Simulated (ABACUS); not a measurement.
## Band-structure run, with input and output: Sn (part 2 of 3)

Continued. System: Sn (2 atoms in the cell). Method: Kohn-Sham DFT of a periodic cell, PBE, spin-orbit coupling, PseudoDojo NC FR 0.4 PBE stringent, no spin polarisation (ABACUS 3.10.1); cutoff 1401.39 eV, 4×4×4 k-mesh, fermi-dirac of 0.05 eV. The structure derives from an entry of the Crystallography Open Database.

Geometry of the input (Å; fractional positions):
```
0.0000  3.2333  3.2333
3.2333  0.0000  3.2333
3.2333  3.2333  0.0000
Sn 0.7500  0.7500  0.7500
Sn 0.5000  0.5000  0.5000
```

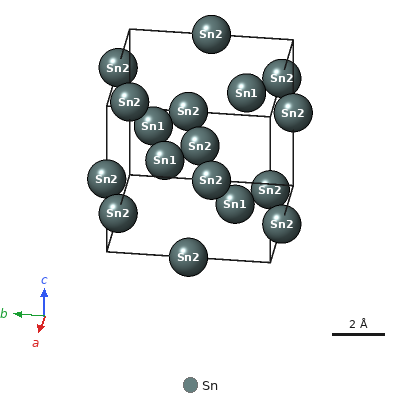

The input geometry (spheres-only view of the cell 4 times as large as that of the calculation, set on its symmetry axes, seen at an oblique angle; atoms are numbered from 1 in the order of the input).

Log, continued
```
 STATE ENERGY(eV) AND OCCUPATIONS    NSPIN == 4
 1/64 kpoint (Cartesian) = 0.0000 0.0000 0.0000 (1992 pws)
       1       -119.715      0.0156250
       2       -119.715      0.0156250
       3       -119.712      0.0156250
       4       -119.712      0.0156250
       5       -80.6135      0.0156250
       6       -80.6135      0.0156250
       7       -80.6032      0.0156250
       8       -80.6032      0.0156250
       9       -73.1615      0.0156250
      10       -73.1615      0.0156250
      11       -73.1615      0.0156250
      12       -73.1615      0.0156250
      13       -73.1495      0.0156250
      14       -73.1495      0.0156250
      15       -73.1495      0.0156250
      16       -73.1495      0.0156250
      17       -12.4337      0.0156250
      18       -12.4337      0.0156250
      19       -12.4337      0.0156250
      20       -12.4337      0.0156250
      21       -12.3334      0.0156250
      22       -12.3334      0.0156250
      23       -12.3334      0.0156250
      24       -12.3334      0.0156250
      25       -11.5356      0.0156250
      26       -11.5356      0.0156250
      27       -11.3159      0.0156250
      28       -11.3159      0.0156250
      29       -11.3159      0.0156250
      30       -11.3159      0.0156250
      31       -11.2606      0.0156250
      32       -11.2606      0.0156250
      33       -11.2606      0.0156250
      34       -11.2606      0.0156250
      35       -11.1447      0.0156250
      36       -11.1447      0.0156250
      37      -0.872536      0.0156250
      38      -0.872536      0.0156250
      39        9.32281      0.0156237
      40        9.32281      0.0156237
      41        9.45514      0.0156071
      42        9.45514      0.0156071
      43        10.0995    3.43863e-05
      44        10.0995    3.43863e-05
      45        10.0995    3.43863e-05
      46        10.0995    3.43863e-05
      47        11.6888    5.39991e-19
      48        11.6888    5.39991e-19
      49        12.1666    3.82089e-23
      50        12.1666    3.82089e-23
      51        12.1666    3.82089e-23
      52        12.1666    3.82089e-23
      53        15.4558    1.02935e-51
      54        15.4558    1.02935e-51
      55        17.7832    6.27575e-72
      56        17.7832    6.27575e-72
      57        17.7832    6.27575e-72
      58        17.7832    6.27575e-72
      59        19.2065    2.71932e-84
      60        19.2065    2.71932e-84
      61        19.4011    5.54927e-86
      62        19.4011    5.54927e-86
      63        19.4011    5.54927e-86
      64        19.4011    5.54927e-86
      65        29.1056        0.00000
      66        29.1056        0.00000

 2/64 kpoint (Cartesian) = -0.038660 0.038660 0.038660 (2014 pws)
       1       -119.715      0.0156250
       2       -119.715      0.0156250
       3       -119.712      0.0156250
       4       -119.712      0.0156250
       5       -80.6115      0.0156250
       6       -80.6115      0.0156250
       7       -80.6081      0.0156250
       8       -80.6081      0.0156250
       9       -73.1634      0.0156250
      10       -73.1634      0.0156250
      11       -73.1608      0.0156250
      12       -73.1608      0.0156250
      13       -73.1508      0.0156250
      14       -73.1508      0.0156250
      15       -73.1485      0.0156250
      16       -73.1485      0.0156250
      17       -12.4395      0.0156250
      18       -12.4395      0.0156250
      19       -12.4188      0.0156250
      20       -12.4188      0.0156250
      21       -12.3474      0.0156250
      22       -12.3474      0.0156250
      23       -12.3246      0.0156250
      24       -12.3246      0.0156250
      25       -11.5008      0.0156250
      26       -11.5008      0.0156250
      27       -11.3681      0.0156250
      28       -11.3681      0.0156250
      29       -11.3438      0.0156250
      30       -11.3438      0.0156250
      31       -11.2290      0.0156250
      32       -11.2290      0.0156250
      33       -11.2238      0.0156250
      34       -11.2238      0.0156250
      35       -11.1604      0.0156250
      36       -11.1604      0.0156250
      37      -0.282251      0.0156250
      38      -0.282251      0.0156250
      39        5.75912      0.0156250
      40        5.75912      0.0156250
      41        8.91356      0.0156250
      42        8.91356      0.0156250
      43        9.33339      0.0156234
      44        9.33339      0.0156234
      45        10.2317    2.44764e-06
      46        10.2317    2.44764e-06
      47        12.7776    1.88505e-28
      48        12.7776    1.88505e-28
      49        13.0769    4.73494e-31
      50        13.0769    4.73494e-31
      51        14.5635    5.80305e-44
      52        14.5635    5.80305e-44
      53        17.3488    3.71630e-68
      54        17.3488    3.71630e-68
      55        17.4042    1.22862e-68
      56        17.4042    1.22862e-68
      57        17.4205    8.87136e-69
      58        17.4205    8.87136e-69
      59        19.7177    9.87412e-89
      60        19.7177    9.87412e-89
      61        23.7236        0.00000
      62        23.7236        0.00000
      63        23.8556        0.00000
      64        23.8556        0.00000
      65        25.2617        0.00000
      66        25.2617        0.00000

 3/64 kpoint (Cartesian) = -0.077319 0.077319 0.077319 (2023 pws)
       1       -119.714      0.0156250
       2       -119.714      0.0156250
       3       -119.713      0.0156250
       4       -119.713      0.0156250
       5       -80.6105      0.0156250
       6       -80.6105      0.0156250
       7       -80.6091      0.0156250
       8       -80.6091      0.0156250
       9       -73.1649      0.0156250
      10       -73.1649      0.0156250
      11       -73.1564      0.0156250
      12       -73.1564      0.0156250
      13       -73.1545      0.0156250
      14       -73.1545      0.0156250
      15       -73.1476      0.0156250
      16       -73.1476      0.0156250
      17       -12.4439      0.0156250
      18       -12.4439      0.0156250
      19       -12.3932      0.0156250
      20       -12.3932      0.0156250
      21       -12.3720      0.0156250
      22       -12.3720      0.0156250
      23       -12.3173      0.0156250
      24       -12.3173      0.0156250
      25       -11.4452      0.0156250
      26       -11.4452      0.0156250
      27       -11.4241      0.0156250
      28       -11.4241      0.0156250
      29       -11.3607      0.0156250
      30       -11.3607      0.0156250
      31       -11.2083      0.0156250
      32       -11.2083      0.0156250
      33       -11.1932      0.0156250
      34       -11.1932      0.0156250
      35       -11.1882      0.0156250
      36       -11.1882      0.0156250
      37       0.765589      0.0156250
      38       0.765589      0.0156250
      39        3.46119      0.0156250
      40        3.46119      0.0156250
      41        8.45762      0.0156250
      42        8.45762      0.0156250
      43        8.87231      0.0156250
      44        8.87231      0.0156250
      45        9.84880     0.00389210
      46        9.84880     0.00389210
      47        12.9736    3.73852e-30
      48        12.9736    3.73852e-30
      49        13.1799    6.04193e-32
      50        13.1799    6.04193e-32
      51        16.4070    5.63238e-60
      52        16.4070    5.63238e-60
      53        18.7789    1.40876e-80
      54        18.7789    1.40876e-80
      55        19.0843    3.13492e-83
      56        19.0843    3.13492e-83
      57        20.0261        0.00000
      58        20.0261        0.00000
      59        20.3052        0.00000
      60        20.3052        0.00000
      61        20.3404        0.00000
      62        20.3404        0.00000
      63        20.3793        0.00000
      64        20.3793        0.00000
      65        25.1788        0.00000
      66        25.1788        0.00000

 4/64 kpoint (Cartesian) = -0.11598 0.11598 0.11598 (2026 pws)
       1       -119.715      0.0156250
       2       -119.715      0.0156250
       3       -119.712      0.0156250
       4       -119.712      0.0156250
       5       -80.6115      0.0156250
       6       -80.6115      0.0156250
       7       -80.6081      0.0156250
       8       -80.6081      0.0156250
       9       -73.1634      0.0156250
      10       -73.1634      0.0156250
      11       -73.1608      0.0156250
      12       -73.1608      0.0156250
      13       -73.1508      0.0156250
      14       -73.1508      0.0156250
      15       -73.1485      0.0156250
      16       -73.1485      0.0156250
      17       -12.4395      0.0156250
      18       -12.4395      0.0156250
      19       -12.4188      0.0156250
      20       -12.4188      0.0156250
      21       -12.3474      0.0156250
      22       -12.3474      0.0156250
      23       -12.3246      0.0156250
      24       -12.3246      0.0156250
      25       -11.5008      0.0156250
      26       -11.5008      0.0156250
      27       -11.3681      0.0156250
      28       -11.3681      0.0156250
      29       -11.3438      0.0156250
      30       -11.3438      0.0156250
      31       -11.2290      0.0156250
      32       -11.2290      0.0156250
      33       -11.2238      0.0156250
      34       -11.2238      0.0156250
      35       -11.1604      0.0156250
      36       -11.1604      0.0156250
      37      -0.282251      0.0156250
      38      -0.282251      0.0156250
      39        5.75912      0.0156250
      40        5.75912      0.0156250
      41        8.91356      0.0156250
      42        8.91356      0.0156250
      43        9.33339      0.0156234
      44        9.33339      0.0156234
      45        10.2317    2.44764e-06
      46        10.2317    2.44764e-06
      47        12.7776    1.88505e-28
      48        12.7776    1.88505e-28
      49        13.0769    4.73494e-31
      50        13.0769    4.73494e-31
      51        14.5635    5.80305e-44
      52        14.5635    5.80305e-44
      53        17.3488    3.71630e-68
      54        17.3488    3.71630e-68
      55        17.4042    1.22862e-68
      56        17.4042    1.22862e-68
      57        17.4205    8.87136e-69
      58        17.4205    8.87136e-69
      59        19.7177    9.87412e-89
      60        19.7177    9.87412e-89
      61        23.7236        0.00000
      62        23.7236        0.00000
      63        23.8556        0.00000
      64        23.8556        0.00000
      65        25.2617        0.00000
      66        25.2617        0.00000

 5/64 kpoint (Cartesian) = 0.038660 -0.038660 0.038660 (2004 pws)
       1       -119.715      0.0156250
       2       -119.715      0.0156250
       3       -119.712      0.0156250
       4       -119.712      0.0156250
       5       -80.6115      0.0156250
       6       -80.6115      0.0156250
       7       -80.6081      0.0156250
       8       -80.6081      0.0156250
       9       -73.1634      0.0156250
      10       -73.1634      0.0156250
      11       -73.1608      0.0156250
      12       -73.1608      0.0156250
      13       -73.1508      0.0156250
      14       -73.1508      0.0156250
      15       -73.1485      0.0156250
      16       -73.1485      0.0156250
      17       -12.4395      0.0156250
      18       -12.4395      0.0156250
      19       -12.4188      0.0156250
      20       -12.4188      0.0156250
      21       -12.3474      0.0156250
      22       -12.3474      0.0156250
      23       -12.3246      0.0156250
      24       -12.3246      0.0156250
      25       -11.5008      0.0156250
      26       -11.5008      0.0156250
      27       -11.3681      0.0156250
      28       -11.3681      0.0156250
      29       -11.3438      0.0156250
      30       -11.3438      0.0156250
      31       -11.2290      0.0156250
      32       -11.2290      0.0156250
      33       -11.2238      0.0156250
      34       -11.2238      0.0156250
      35       -11.1604      0.0156250
      36       -11.1604      0.0156250
      37      -0.282251      0.0156250
      38      -0.282251      0.0156250
      39        5.75912      0.0156250
      40        5.75912      0.0156250
      41        8.91356      0.0156250
      42        8.91356      0.0156250
      43        9.33339      0.0156234
      44        9.33339      0.0156234
      45        10.2317    2.44764e-06
      46        10.2317    2.44764e-06
      47        12.7776    1.88505e-28
      48        12.7776    1.88505e-28
      49        13.0769    4.73494e-31
      50        13.0769    4.73494e-31
      51        14.5635    5.80305e-44
      52        14.5635    5.80305e-44
      53        17.3488    3.71630e-68
      54        17.3488    3.71630e-68
      55        17.4042    1.22862e-68
      56        17.4042    1.22862e-68
      57        17.4205    8.87136e-69
      58        17.4205    8.87136e-69
      59        19.7177    9.87412e-89
      60        19.7177    9.87412e-89
      61        23.7236        0.00000
      62        23.7236        0.00000
      63        23.8556        0.00000
      64        23.8556        0.00000
      65        25.2617        0.00000
      66        25.2617        0.00000

 6/64 kpoint (Cartesian) = 0.0000 0.0000 0.077319 (2008 pws)
       1       -119.715      0.0156250
       2       -119.715      0.0156250
       3       -119.713      0.0156250
       4       -119.713      0.0156250
       5       -80.6094      0.0156250
       6       -80.6094      0.0156250
       7       -80.6089      0.0156250
       8       -80.6089      0.0156250
       9       -73.1621      0.0156250
      10       -73.1621      0.0156250
      11       -73.1616      0.0156250
      12       -73.1616      0.0156250
      13       -73.1498      0.0156250
      14       -73.1498      0.0156250
      15       -73.1492      0.0156250
      16       -73.1492      0.0156250
      17       -12.4348      0.0156250
      18       -12.4348      0.0156250
      19       -12.4229      0.0156250
      20       -12.4229      0.0156250
      21       -12.3449      0.0156250
      22       -12.3449      0.0156250
      23       -12.3261      0.0156250
      24       -12.3261      0.0156250
      25       -11.4886      0.0156250
      26       -11.4886      0.0156250
      27       -11.3837      0.0156250
      28       -11.3837      0.0156250
      29       -11.3398      0.0156250
      30       -11.3398      0.0156250
      31       -11.2378      0.0156250
      32       -11.2378      0.0156250
      33       -11.2179      0.0156250
      34       -11.2179      0.0156250
      35       -11.1553      0.0156250
      36       -11.1553      0.0156250
      37     -0.0657083      0.0156250
      38     -0.0657083      0.0156250
      39        5.64975      0.0156250
      40        5.64975      0.0156250
      41        8.12017      0.0156250
      42        8.12017      0.0156250
      43        8.22836      0.0156250
      44        8.22836      0.0156250
      45        10.8246    1.73382e-11
      46        10.8246    1.73382e-11
      47        12.1957    2.13560e-23
      48        12.1957    2.13560e-23
      49        14.7228    2.39601e-45
      50        14.7228    2.39601e-45
      51        14.7799    7.64700e-46
      52        14.7799    7.64700e-46
      53        16.1888    4.42433e-58
      54        16.1888    4.42433e-58
      55        18.3600    6.12752e-77
      56        18.3600    6.12752e-77
      57        18.6405    2.24396e-79
      58        18.6405    2.24396e-79
      59        22.5217        0.00000
      60        22.5217        0.00000
      61        22.5329        0.00000
      62        22.5329        0.00000
      63        23.4189        0.00000
      64        23.4189        0.00000
      65        25.0796        0.00000
      66        25.0796        0.00000

[... levels at 58 further k points ...]

-------------------------------------------------------------------------------------------
       Total Magnetism (uB)                    x                    y                    z
-------------------------------------------------------------------------------------------
                        Sn1         0.0000000000         0.0000000000         0.0000000000
                        Sn2         0.0000000000         0.0000000000         0.0000000000
-------------------------------------------------------------------------------------------

-------------------------------------------------------------------------------------------
       Total Magnetism (uB)       Magnitude (uB)       Polar (degree)     Azimuth (degree)
-------------------------------------------------------------------------------------------
                        Sn1         0.0000000000                 -nan         0.0000000000
                        Sn2         0.0000000000                 -nan         0.0000000000
-------------------------------------------------------------------------------------------

 correction force for each atom along direction 1 is 1.80889e-13
 correction force for each atom along direction 2 is 1.70867e-13
 correction force for each atom along direction 3 is -1.67695e-13
------------------------------------------------------------------------------------------
 TOTAL-FORCE (eV/Angstrom)
------------------------------------------------------------------------------------------
                       Sn1         0.0000000000         0.0000000000         0.0000000000
                       Sn2         0.0000000000         0.0000000000         0.0000000000
------------------------------------------------------------------------------------------

----------------------------------------------------------------
 TOTAL-STRESS (KBAR)
----------------------------------------------------------------
        48.2195311919         0.0000000002         0.0000000002
         0.0000000002        48.2195311918        -0.0000000002
         0.0000000002        -0.0000000002        48.2195311921
----------------------------------------------------------------
 TOTAL-PRESSURE: 48.219531 KBAR

 --------------------------------------------
 !FINAL_ETOT_IS -12055.5934030564367276 eV
 --------------------------------------------
```

Standard output
```
ABACUS v3.10.1

               Atomic-orbital Based Ab-initio Computation at UStc

%%%%%%%%%%%%%%%%%%%%%%%%%%%%%%%%%%%%%%%%%%%%%%%%%%%%%%%%%%%%%%%%%%%%%%%%%%%%%%%%%%%%%%%%%%%%%%%%%%%%%%%%%
 Warning: the number of valence electrons in pseudopotential > 4 for Sn: [Kr] 4d10 5s2 5p2
 Pseudopotentials with additional electrons can yield (more) accurate outcomes, but may be less efficient.
 If you're confident that your chosen pseudopotential is appropriate, you can safely ignore this warning.
%%%%%%%%%%%%%%%%%%%%%%%%%%%%%%%%%%%%%%%%%%%%%%%%%%%%%%%%%%%%%%%%%%%%%%%%%%%%%%%%%%%%%%%%%%%%%%%%%%%%%%%%%

 UNIFORM GRID DIM        : 60 * 60 * 60
 UNIFORM GRID DIM(BIG)   : 20 * 20 * 20
 ---------------------------------------------------------
 Self-consistent calculations for electrons
 ---------------------------------------------------------
 SPIN    KPOINTS         PROCESSORS  THREADS     NBASE
 4       64              4           4           88
 ---------------------------------------------------------
 Use Systematically Improvable Atomic bases
 ---------------------------------------------------------
 ELEMENT ORBITALS        NBASE       NATOM       XC
 Sn      3s3p2d-8au      22          2
 ---------------------------------------------------------
 Initial plane wave basis and FFT box
 ---------------------------------------------------------
 -------------------------------------------
 SELF-CONSISTENT :
```
